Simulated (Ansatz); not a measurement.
SiC: field-gradient calculation (part 2 of 2)

SiC (P6₃mc, 12 atoms in the cell); DFT, PBEsol, plane waves, PAW, no spin polarisation (Ansatz 0.2.0); cutoff 420 eV, 9×9×2 k-mesh, Fermi–Dirac smearing of 0.02 eV. The structure derives from an entry of the Crystallography Open Database.

Geometry of the input (Å; fractional positions):
```
3.0950  0.0000  0.0000
-1.5475  2.6803  0.0000
0.0000  0.0000  15.1700
Si 0.0000  0.0000  0.1250
Si 0.0000  0.0000  0.6250
Si 0.3333  0.6667  0.2917
Si 0.6667  0.3333  0.7917
Si 0.3333  0.6667  0.9583
Si 0.6667  0.3333  0.4583
C  0.0000  0.0000  0.0000
C  0.0000  0.0000  0.5000
C  0.3333  0.6667  0.1667
C  0.6667  0.3333  0.6667
C  0.3333  0.6667  0.8333
C  0.6667  0.3333  0.3333
```

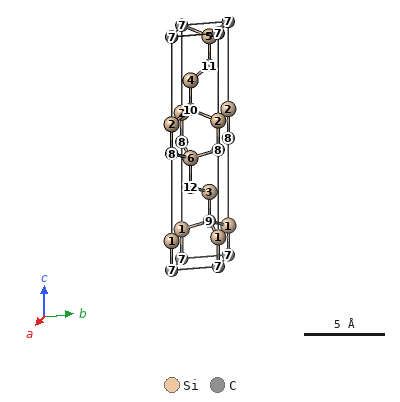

**Figure 1.** The structure (ball-and-stick view of the cell of the calculation, seen slightly off an axis; atoms are numbered from 1 in the order of the input).

File rho_z.tsv, continued
```
9.130093	2.489695e-1
9.270556	2.956365e-1
9.411019	3.647452e-1
9.551481	4.494985e-1
9.691944	5.340018e-1
9.832407	5.967578e-1
9.972870	6.196810e-1
10.113333	5.997456e-1
10.253796	5.488517e-1
10.394259	4.807668e-1
10.534722	4.059254e-1
10.675185	3.352864e-1
10.815648	2.785857e-1
10.956111	2.401792e-1
11.096574	2.189576e-1
11.237037	2.107813e-1
11.377500	2.120861e-1
11.517963	2.232453e-1
11.658426	2.492999e-1
11.798889	2.962687e-1
11.939352	3.656761e-1
12.079815	4.506408e-1
12.220278	5.351653e-1
12.360741	5.976711e-1
12.501204	6.201047e-1
12.641667	5.996315e-1
12.782130	5.483516e-1
12.922593	4.800947e-1
13.063056	4.052763e-1
13.203519	3.348120e-1
13.343981	2.783592e-1
13.484444	2.401918e-1
13.624907	2.191396e-1
13.765370	2.110258e-1
13.905833	2.122809e-1
14.046296	2.233128e-1
14.186759	2.492229e-1
14.327222	2.960909e-1
14.467685	3.654853e-1
14.608148	4.505460e-1
14.748611	5.352728e-1
14.889074	5.981112e-1
15.029537	6.209210e-1
```

File v_z.tsv
```
# z_ang	v_es[eV]	v_tot[eV]
# format = ansatz-planar-average/11
# xc	pbesol
# density_cutoff_ev	1680
# datasets	Si=:simpson_from_first_knot:soft:shift=-540422	C=:simpson_from_first_knot:soft:shift=-124771
# lattice	3.095000000	0.000000000	0.000000000
# lattice	-1.547500000	2.680348625	0.000000000
# lattice	0.000000000	0.000000000	15.170000000
# sites	12
# site	14	0.000000000	0.000000000	1.896250000
# site	14	0.000000000	0.000000000	9.481250000
# site	14	0.000000000	1.786899083	4.425089000
# site	14	1.547500000	0.893449542	12.010089000
# site	14	0.000000000	1.786899083	14.537411000
# site	14	1.547500000	0.893449542	6.952411000
# site	6	0.000000000	0.000000000	0.000000000
# site	6	0.000000000	0.000000000	7.585000000
# site	6	0.000000000	1.786899083	2.528839000
# site	6	1.547500000	0.893449542	10.113839000
# site	6	0.000000000	1.786899083	12.641161000
# site	6	1.547500000	0.893449542	5.056161000
0.000000	-3.152735e0	-1.605838e1
0.140463	-1.955380e-1	-1.260916e1
0.280926	3.061072e0	-8.752726e0
0.421389	6.223924e0	-4.905262e0
0.561852	8.792153e0	-1.666415e0
0.702315	1.014434e1	2.550272e-1
0.842778	1.031061e1	7.548602e-1
0.983241	9.631010e0	2.270993e-1
1.123704	8.077837e0	-1.314129e0
1.264167	5.594093e0	-4.002989e0
1.404630	2.664313e0	-7.450328e0
1.545093	-8.698352e-2	-1.104271e1
1.685556	-2.299804e0	-1.416627e1
1.826019	-3.841656e0	-1.651323e1
1.966481	-4.981859e0	-1.825665e1
2.106944	-5.850857e0	-1.944608e1
2.247407	-6.053470e0	-1.966598e1
2.387870	-5.238200e0	-1.857165e1
2.528333	-3.215388e0	-1.611321e1
2.668796	-2.431275e-1	-1.265344e1
2.809259	3.031046e0	-8.782578e0
2.949722	6.210542e0	-4.926350e0
3.090185	8.794524e0	-1.685982e0
3.230648	1.016041e1	2.321138e-1
3.371111	1.033651e1	7.675148e-1
3.511574	9.664460e0	2.706203e-1
3.652037	8.118869e0	-1.304591e0
3.792500	5.642019e0	-4.003182e0
3.932963	2.716726e0	-7.430942e0
4.073426	-3.245144e-2	-1.100966e1
4.213889	-2.245684e0	-1.412796e1
4.354352	-3.791559e0	-1.647748e1
4.494815	-4.940592e0	-1.822753e1
4.635278	-5.817897e0	-1.942401e1
4.775741	-6.025327e0	-1.964570e1
4.916204	-5.210858e0	-1.854953e1
5.056667	-3.183987e0	-1.608182e1
5.197130	-2.047703e-1	-1.261194e1
5.337593	3.074352e0	-8.733790e0
5.478056	6.254543e0	-4.877165e0
5.618519	8.834750e0	-1.641296e0
5.758981	1.019432e1	2.676430e-1
5.899444	1.036616e1	7.965182e-1
6.039907	9.690470e0	2.933208e-1
6.180370	8.138992e0	-1.288354e0
6.320833	5.656712e0	-3.992291e0
6.461296	2.730369e0	-7.421163e0
6.601759	-1.608073e-2	-1.099637e1
6.742222	-2.223573e0	-1.410755e1
6.882685	-3.761235e0	-1.644819e1
7.023148	-4.900195e0	-1.818890e1
7.163611	-5.769857e0	-1.937889e1
7.304074	-5.975036e0	-1.960070e1
7.444537	-5.165591e0	-1.851078e1
7.585000	-3.152735e0	-1.605838e1
7.725463	-1.955380e-1	-1.260916e1
7.865926	3.061072e0	-8.752726e0
8.006389	6.223924e0	-4.905262e0
8.146852	8.792153e0	-1.666415e0
8.287315	1.014434e1	2.550272e-1
8.427778	1.031061e1	7.548602e-1
8.568241	9.631010e0	2.270993e-1
8.708704	8.077837e0	-1.314129e0
8.849167	5.594093e0	-4.002989e0
8.989630	2.664313e0	-7.450328e0
9.130093	-8.698352e-2	-1.104271e1
9.270556	-2.299804e0	-1.416627e1
9.411019	-3.841656e0	-1.651323e1
9.551481	-4.981859e0	-1.825665e1
9.691944	-5.850857e0	-1.944608e1
9.832407	-6.053470e0	-1.966598e1
9.972870	-5.238200e0	-1.857165e1
10.113333	-3.215388e0	-1.611321e1
10.253796	-2.431275e-1	-1.265344e1
10.394259	3.031046e0	-8.782578e0
10.534722	6.210542e0	-4.926350e0
10.675185	8.794524e0	-1.685982e0
10.815648	1.016041e1	2.321138e-1
10.956111	1.033651e1	7.675148e-1
11.096574	9.664460e0	2.706203e-1
11.237037	8.118869e0	-1.304591e0
11.377500	5.642019e0	-4.003182e0
11.517963	2.716726e0	-7.430942e0
11.658426	-3.245144e-2	-1.100966e1
11.798889	-2.245684e0	-1.412796e1
11.939352	-3.791559e0	-1.647748e1
12.079815	-4.940592e0	-1.822753e1
12.220278	-5.817897e0	-1.942401e1
12.360741	-6.025327e0	-1.964570e1
12.501204	-5.210858e0	-1.854953e1
12.641667	-3.183987e0	-1.608182e1
12.782130	-2.047703e-1	-1.261194e1
12.922593	3.074352e0	-8.733790e0
13.063056	6.254543e0	-4.877165e0
13.203519	8.834750e0	-1.641296e0
13.343981	1.019432e1	2.676430e-1
13.484444	1.036616e1	7.965182e-1
13.624907	9.690470e0	2.933208e-1
13.765370	8.138992e0	-1.288354e0
13.905833	5.656712e0	-3.992291e0
14.046296	2.730369e0	-7.421163e0
14.186759	-1.608073e-2	-1.099637e1
14.327222	-2.223573e0	-1.410755e1
14.467685	-3.761235e0	-1.644819e1
14.608148	-4.900195e0	-1.818890e1
14.748611	-5.769857e0	-1.937889e1
14.889074	-5.975036e0	-1.960070e1
15.029537	-5.165591e0	-1.851078e1
```

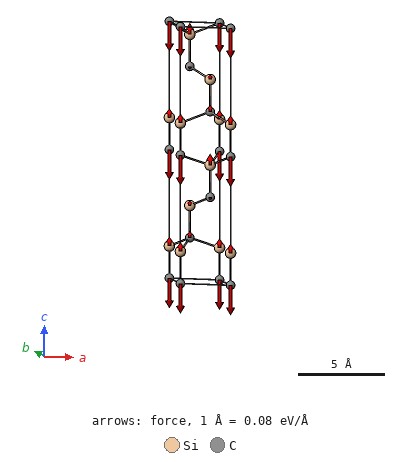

**Figure 2.** Forces on the atoms as red arrows (ball-and-stick view of the cell of the calculation, seen slightly off an axis). The largest act on C7, C8 (0.14 eV/Å); Si5, Si6 (0.06 eV/Å); Si1, Si2 (0.04 eV/Å). Atoms are counted from 1 in the order of the input and aren't labelled in the picture. The geometry is not a stationary point of this energy.

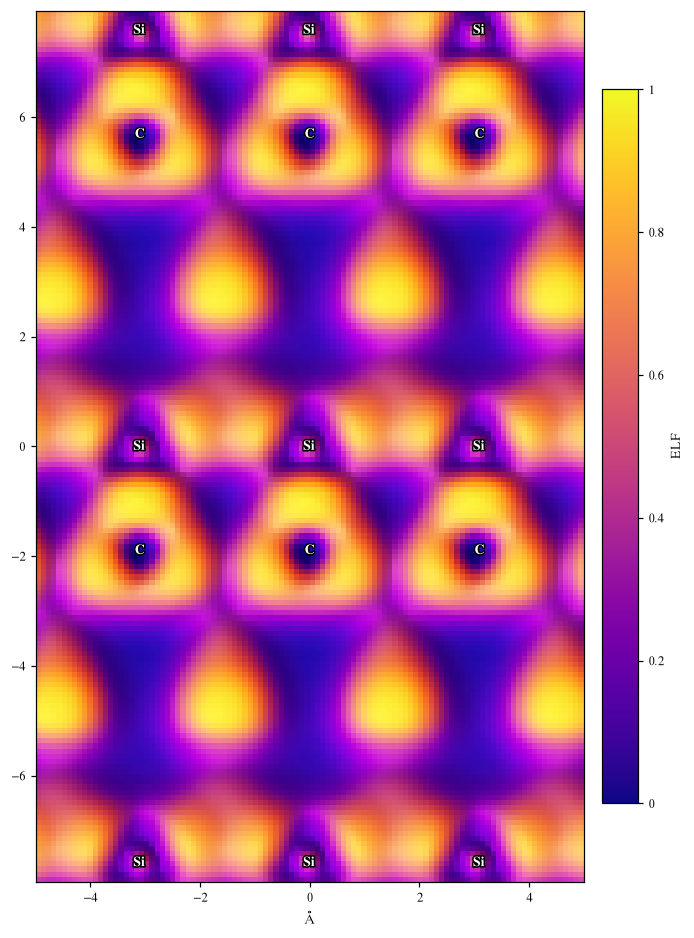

**Figure 3.** Electron localisation function on the (100) plane of the conventional cell. The plane passes through Si and C nuclei. Si–C (1.90 Å): the ELF peaks at about 0.95 between the atoms, which marks a shared electron pair. In a PAW calculation such maps are meaningful between the atoms, not at the nuclei.

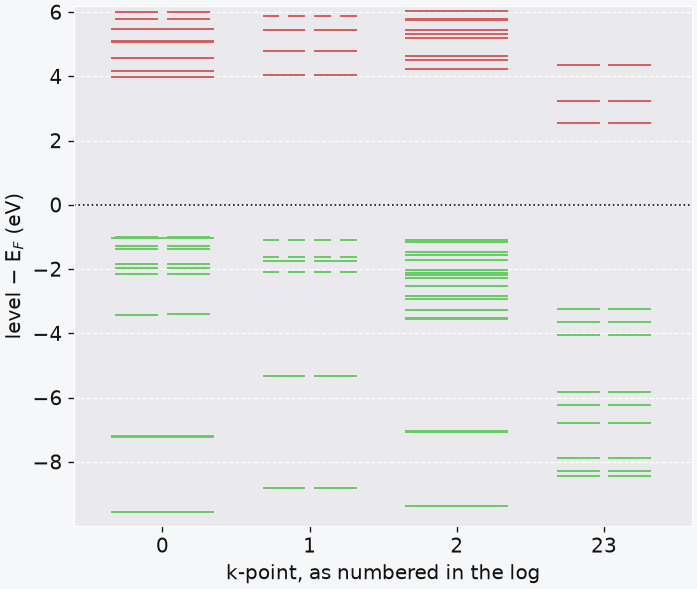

**Figure 4.** Kohn–Sham levels near the Fermi level (dotted) at the few k-points that the log prints; levels within 0.02 eV of each other stand side by side. Among these points the highest filled and lowest empty levels are 3.54 eV apart; the gap on the full mesh, 2.00 eV, has an edge at a point that isn't printed.

Key numbers

- outcome: converged
- space group (tolerance 0.01 Å): P6₃mc (186)
- electrons treated: 48
- free energy: −5212.2311 eV
- Fermi energy: 10.286 eV
- gap on the k-point mesh: 2.00 eV
- pressure: −3.15 GPa
- field gradient V_zz (10²¹ V/m²): Si −0.18, Si −0.18, Si 0.13, Si 0.13, Si 0.16, Si 0.16, C 0.16, C 0.16 (the first 8 of 12 sites)
- largest force (length of the vector): 0.144 eV/Å
- wall time: 19 s
- peak memory: 0.39 GiB

Remarks

Settings chosen away from the usual ones: hamiltonian.xc = "pbesol".
